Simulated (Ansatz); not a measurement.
## Ta$_{5}$C$_{4}$: geometry relaxation (part 3 of 3)

Ta$_{5}$C$_{4}$ (slab, 9 atoms in the cell); DFT PBE, scalar-relativistic, plane waves, PAW, no spin polarisation (Ansatz 0.2.0); cutoff 420 eV, 12×12×1 k-mesh, Gaussian smearing of 0.1 eV. The structure derives from an entry of the Crystallography Open Database. It belongs to a series of runs on one base structure; here: (1 1 1) slab, atoms relaxed.

Geometry of the input (Å; fractional positions):
```
3.1645  0.0000  0.0000
-1.5822  2.7405  0.0000
0.0000  0.0000  25.3352
Ta 0.6667  0.3333  0.2960
C  0.0000  0.0000  0.3470
Ta 0.3333  0.6667  0.3980
C  0.6667  0.3333  0.4490
Ta 0.0000  0.0000  0.5000
C  0.3333  0.6667  0.5510
Ta 0.6667  0.3333  0.6020
C  0.0000  0.0000  0.6530
Ta 0.3333  0.6667  0.7040
```

Output, continued:
```
  k-point 0: bands = ["-61.8203", "-61.3391", "-61.3386", "-60.9036", "-60.9036", "-28.5522", "-28.1425", "-28.1425", "-28.1176", "-28.0160", "-27.6752", "-27.6752", "-27.6738", "-27.6738", "-27.5257", "-27.5106", "-27.1524", "-27.1524", "-27.1524", "-27.1524", "-7.2191", "-6.3430", "-5.2927", "-3.9753", "-1.0249", "0.4022", "1.9584", "1.9584", "2.2186", "2.5705", "2.5705", "3.4413", "3.4413", "4.4010", "5.1228", "5.1228", "5.9397", "6.1114", "6.1114", "6.5146", "6.5836", "7.0356", "7.0356", "7.7766", "7.9215", "7.9215", "8.2923", "8.2923", "8.8823", "9.5782"]
  k-point 1: bands = ["-61.8183", "-61.3371", "-61.3366", "-60.9017", "-60.9017", "-28.5412", "-28.1911", "-28.1510", "-28.0956", "-28.0139", "-27.7161", "-27.7108", "-27.6838", "-27.6820", "-27.5192", "-27.5079", "-27.1852", "-27.1850", "-27.1599", "-27.1599", "-7.0601", "-6.2155", "-5.2158", "-4.0081", "-0.8368", "0.4158", "1.8590", "2.0405", "2.0642", "2.6253", "2.7639", "3.0068", "3.4453", "4.3667", "4.4552", "4.8536", "5.7513", "6.1159", "6.3576", "6.4532", "6.6161", "7.0426", "7.1198", "7.5321", "8.0808", "8.1664", "8.2647", "8.8031", "8.9136", "9.6819"]
  k-point 2: bands = ["-61.8130", "-61.3317", "-61.3313", "-60.8967", "-60.8967", "-28.5117", "-28.2938", "-28.1740", "-28.0655", "-28.0110", "-27.8208", "-27.7991", "-27.7070", "-27.7041", "-27.5114", "-27.5055", "-27.2728", "-27.2722", "-27.1803", "-27.1803", "-6.6098", "-5.8664", "-5.0272", "-4.1223", "-0.3336", "0.5611", "1.4531", "2.0360", "2.2341", "2.3793", "2.7368", "2.7808", "3.3272", "3.4204", "4.1300", "4.4441", "5.0684", "6.1301", "6.1923", "6.4061", "6.9150", "7.2169", "7.5209", "7.6502", "8.2371", "8.2697", "8.6429", "8.9494", "9.5681", "9.6754"]
  k-point 18: bands = ["-61.7873", "-61.3056", "-61.3056", "-60.8726", "-60.8726", "-28.5201", "-28.5201", "-28.3864", "-28.0650", "-28.0650", "-28.0473", "-27.9965", "-27.9245", "-27.9245", "-27.5149", "-27.5149", "-27.5087", "-27.5080", "-27.4333", "-27.4333", "-4.2874", "-4.2874", "-4.2595", "-4.2575", "0.5658", "0.5658", "0.5768", "1.5239", "1.5239", "2.2431", "2.2431", "2.3361", "2.6593", "2.6593", "2.9128", "2.9365", "6.3619", "6.3619", "6.8221", "6.9464", "8.0407", "8.0407", "8.4402", "9.0016", "9.0016", "9.6764", "9.6764", "10.0744", "10.3132", "10.7929"]
--- Relaxed structure (6 steps of the walk, 6 accepted, 0 SCFs on fresh bases) ---
  F+E_penalty+E_count = -50667.71243922 eV   max|allowed force component| = 5.151e-3 eV/Å
  atoms:
    - { symbol: Ta, position: [0.6666666666666667, 0.33333333333333337, 0.3014899622409089] }
    - { symbol: C, position: [-9.989448617876599e-19, 6.40358200187452e-31, 0.3450768394251266] }
    - { symbol: Ta, position: [0.33333333333333337, 0.6666666666666667, 0.3976827588249554] }
    - { symbol: C, position: [0.6666666666666667, 0.33333333333333337, 0.4494857501158197] }
    - { symbol: Ta, position: [4.906530302669529e-25, 3.426997633243104e-31, 0.5000000009561016] }
    - { symbol: C, position: [0.33333333333333337, 0.6666666666666667, 0.550514252050005] }
    - { symbol: Ta, position: [0.6666666666666667, 0.33333333333333337, 0.6023172420370445] }
    - { symbol: C, position: [9.989440561196087e-19, 1.2824116072075938e-31, 0.654923159004922] }
    - { symbol: Ta, position: [0.33333333333333337, 0.6666666666666667, 0.6985100353451164] }
```

Trajectory as extended XYZ (Å, eV, eV/Å), 6 frames, from step=1 to step=6:
```
9
Lattice="3.1645 0.0000 0.0000 -1.5822 2.7405 0.0000 0.0000 0.0000 25.3352" Properties=species:S:1:pos:R:3:forces:R:3 step=1 energy=-50667.35593
Ta    1.5822    0.9135    7.5000    0.0000   0.0000   1.8342
C     0.0000    0.0000    8.7919    0.0000   0.0000  -1.2547
Ta    0.0000    1.8270   10.0838    0.0000   0.0000  -0.8309
C     1.5822    0.9135   11.3757    0.0000   0.0000   0.0141
Ta    0.0000    0.0000   12.6676    0.0000   0.0000   0.0000
C     0.0000    1.8270   13.9595    0.0000   0.0000  -0.0141
Ta    1.5822    0.9135   15.2514    0.0000   0.0000   0.8309
C     0.0000    0.0000   16.5433    0.0000   0.0000   1.2547
Ta    0.0000    1.8270   17.8352    0.0000   0.0000  -1.8342
9
Lattice="3.1645 0.0000 0.0000 -1.5822 2.7405 0.0000 0.0000 0.0000 25.3352" Properties=species:S:1:pos:R:3:forces:R:3 step=2 energy=-50667.54537
Ta    1.5822    0.9135    7.6963    0.0000   0.0000  -1.0131
C     0.0000    0.0000    8.7928    0.0000   0.0000  -0.4591
Ta    0.0000    1.8270   10.0301    0.0000   0.0000   1.4243
C     1.5822    0.9135   11.3498    0.0000   0.0000   0.6606
Ta    0.0000    0.0000   12.6676    0.0000   0.0000   0.0000
C     0.0000    1.8270   13.9853    0.0000   0.0000  -0.6606
Ta    1.5822    0.9135   15.3051    0.0000   0.0000  -1.4243
C     0.0000    0.0000   16.5424    0.0000   0.0000   0.4591
Ta    0.0000    1.8270   17.6389    0.0000   0.0000   1.0131
9
Lattice="3.1645 0.0000 0.0000 -1.5822 2.7405 0.0000 0.0000 0.0000 25.3352" Properties=species:S:1:pos:R:3:forces:R:3 step=3 energy=-50667.69363
Ta    1.5822    0.9135    7.6268    0.0000   0.0000   0.1992
C     0.0000    0.0000    8.7672    0.0000   0.0000  -0.4578
Ta    0.0000    1.8270   10.0590    0.0000   0.0000   0.2804
C     1.5822    0.9135   11.3791    0.0000   0.0000   0.0796
Ta    0.0000    0.0000   12.6676    0.0000   0.0000   0.0000
C     0.0000    1.8270   13.9561    0.0000   0.0000  -0.0796
Ta    1.5822    0.9135   15.2761    0.0000   0.0000  -0.2804
C     0.0000    0.0000   16.5680    0.0000   0.0000   0.4578
Ta    0.0000    1.8270   17.7083    0.0000   0.0000  -0.1992
9
Lattice="3.1645 0.0000 0.0000 -1.5822 2.7405 0.0000 0.0000 0.0000 25.3352" Properties=species:S:1:pos:R:3:forces:R:3 step=4 energy=-50667.71084
Ta    1.5822    0.9135    7.6376    0.0000   0.0000  -0.0043
C     0.0000    0.0000    8.7387    0.0000   0.0000   0.0396
Ta    0.0000    1.8270   10.0789    0.0000   0.0000  -0.1308
C     1.5822    0.9135   11.3808    0.0000   0.0000   0.1465
Ta    0.0000    0.0000   12.6676    0.0000   0.0000   0.0000
C     0.0000    1.8270   13.9543    0.0000   0.0000  -0.1465
Ta    1.5822    0.9135   15.2563    0.0000   0.0000   0.1308
C     0.0000    0.0000   16.5965    0.0000   0.0000  -0.0396
Ta    0.0000    1.8270   17.6975    0.0000   0.0000   0.0043
9
Lattice="3.1645 0.0000 0.0000 -1.5822 2.7405 0.0000 0.0000 0.0000 25.3352" Properties=species:S:1:pos:R:3:forces:R:3 step=5 energy=-50667.71223
Ta    1.5822    0.9135    7.6348    0.0000   0.0000  -0.0051
C     0.0000    0.0000    8.7385    0.0000   0.0000   0.0134
Ta    0.0000    1.8270   10.0716    0.0000   0.0000   0.0424
C     1.5822    0.9135   11.3886    0.0000   0.0000  -0.0520
Ta    0.0000    0.0000   12.6676    0.0000   0.0000   0.0000
C     0.0000    1.8270   13.9465    0.0000   0.0000   0.0520
Ta    1.5822    0.9135   15.2636    0.0000   0.0000  -0.0424
C     0.0000    0.0000   16.5967    0.0000   0.0000  -0.0134
Ta    0.0000    1.8270   17.7003    0.0000   0.0000   0.0051
9
Lattice="3.1645 0.0000 0.0000 -1.5822 2.7405 0.0000 0.0000 0.0000 25.3352" Properties=species:S:1:pos:R:3:forces:R:3 step=6 energy=-50667.71244
Ta    1.5822    0.9135    7.6383    0.0000   0.0000  -0.0010
C     0.0000    0.0000    8.7426    0.0000   0.0000  -0.0052
Ta    0.0000    1.8270   10.0754    0.0000   0.0000  -0.0040
C     1.5822    0.9135   11.3878    0.0000   0.0000  -0.0042
Ta    0.0000    0.0000   12.6676    0.0000   0.0000   0.0000
C     0.0000    1.8270   13.9474    0.0000   0.0000   0.0042
Ta    1.5822    0.9135   15.2598    0.0000   0.0000   0.0040
C     0.0000    0.0000   16.5926    0.0000   0.0000   0.0052
Ta    0.0000    1.8270   17.6969    0.0000   0.0000   0.0010
```

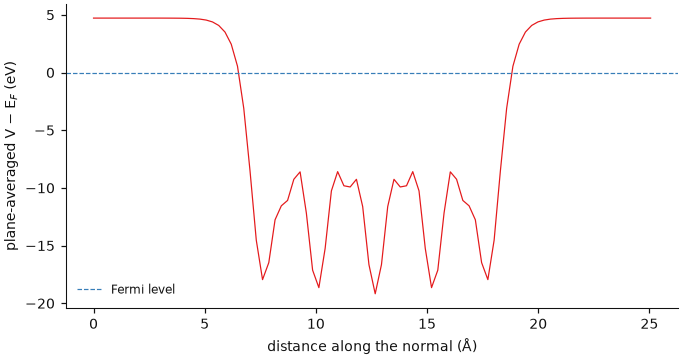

*Plane average of the electrostatic potential energy of an electron across the cell, from the Fermi level.*

The vacuum level lies 4.72 eV above the Fermi level.

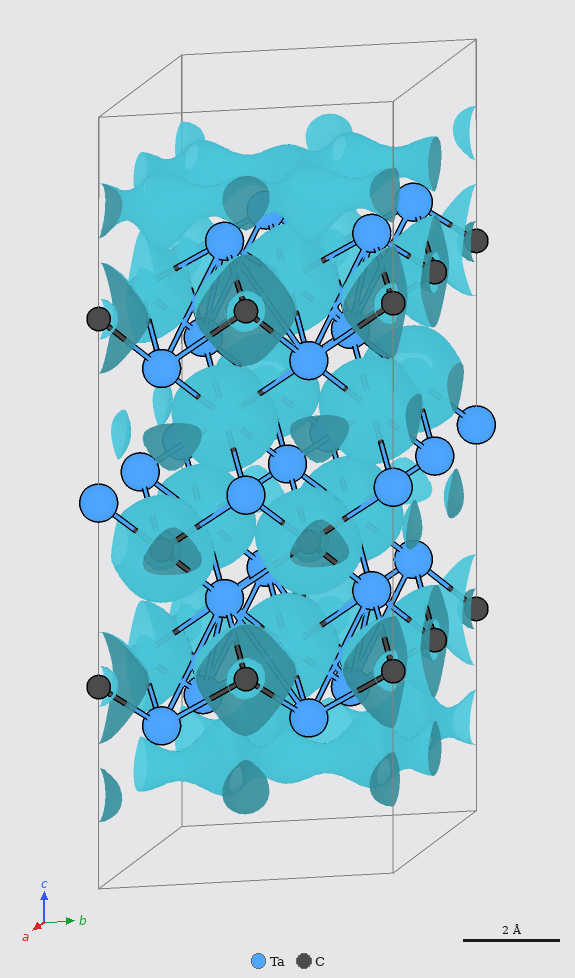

*Isosurface of the electron localisation function at 0.55 (cyan), seen slightly off an axis. Core shells and regions of very low density are left out. Sticks mark near contacts.*

Profiles from the grid: Ta–C (2.13 Å): the ELF is about 0.30 at the midpoint; a polar contact without a shared pair, in a metal. Ta–Ta (3.05 Å): the ELF is about 0.30 at the midpoint (no shared electron pair). In a PAW calculation such maps are meaningful between the atoms, not at the nuclei.

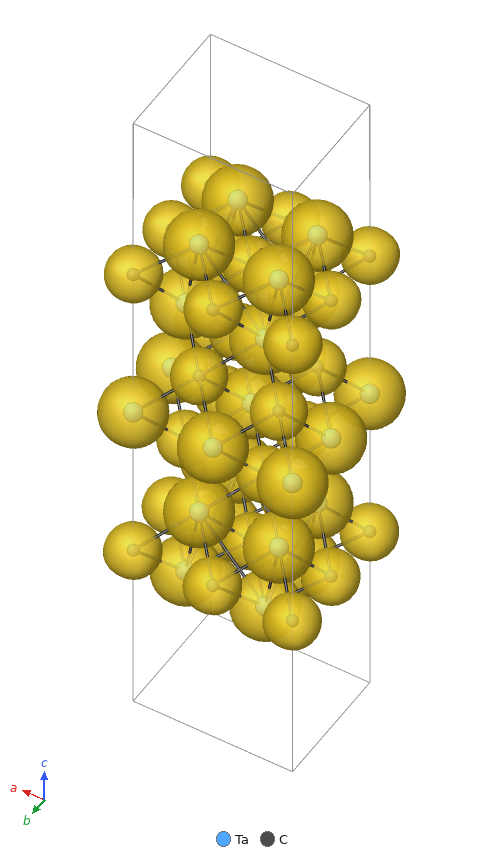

*Isosurface of the valence electron density at 0.8 e/Å³ (yellow), seen at an oblique angle. Sticks mark near contacts.*

At this value the density breaks into separate islands; it holds about 65 % of the electrons treated as valence (semicore included). It is pinched off along the Ta–C (2.13 Å), Ta–Ta (3.05 Å) and Ta–C (2.23 Å) contacts. On the grid the lowest density along these lines, outside the cores, is 0.69 e/Å³ (Ta–C, 2.13 Å), 0.27 e/Å³ (Ta–Ta, 3.05 Å) and 0.56 e/Å³ (Ta–C, 2.23 Å).

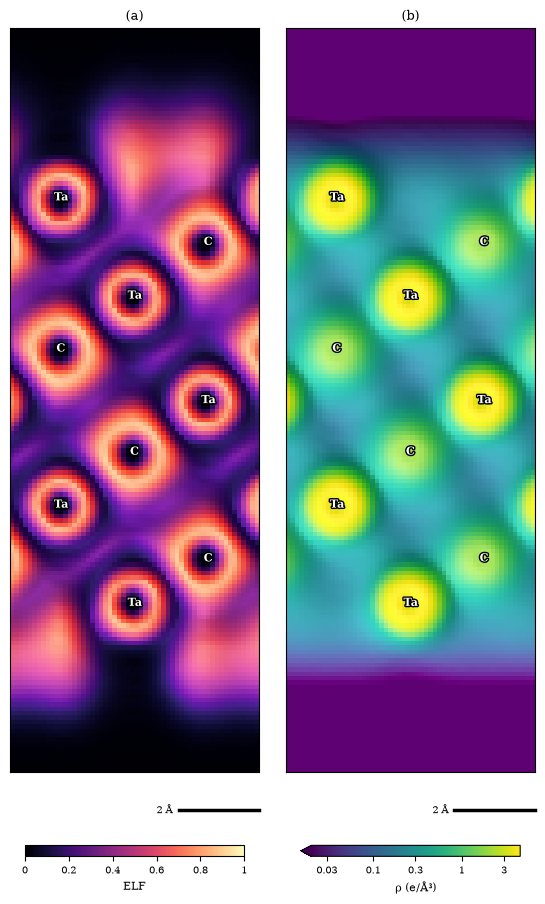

*(a) ELF; (b) valence pseudo-density on the (110) plane of the calculation cell, a cut from vacuum to vacuum.*

Atoms in the plane: Ta and C. Ta–C (2.13 Å): ρ is about 0.72 e/Å³ halfway; the ELF is about 0.30 at the midpoint; a polar contact without a shared pair, in a metal. Ta–Ta (3.05 Å): the density is about 0.27 e/Å³ at the midpoint; the ELF is about 0.30 at the midpoint (no shared electron pair). Ta–C (2.23 Å): ρ is about 0.57 e/Å³ halfway; the ELF is about 0.25 at the midpoint (a polar contact without a shared pair, in a metal). The density dies away to nearly zero in the vacuum. The strong features right at Ta lie inside the PAW spheres (semicore, d or f shells) and say nothing about bonding.

Summary:

- outcome: converged
- electrons treated: 81
- free energy: −50667.7124 eV
- work function, top face: 4.72 eV
- work function, bottom face: 4.72 eV
- Fermi energy: 7.312 eV
- gap on the k-point mesh: none (metallic)
- final volume: 219.72 Å³
- work function (upper face): 4.72 eV
- largest force (length of the vector) at the end: 0.005 eV/Å
- wall time: 2.6 min
- peak memory: 0.53 GiB

The program warns: the exchange-correlation potential is rough where the density is thin. Spin–orbit coupling is left out, which matters for Ta.
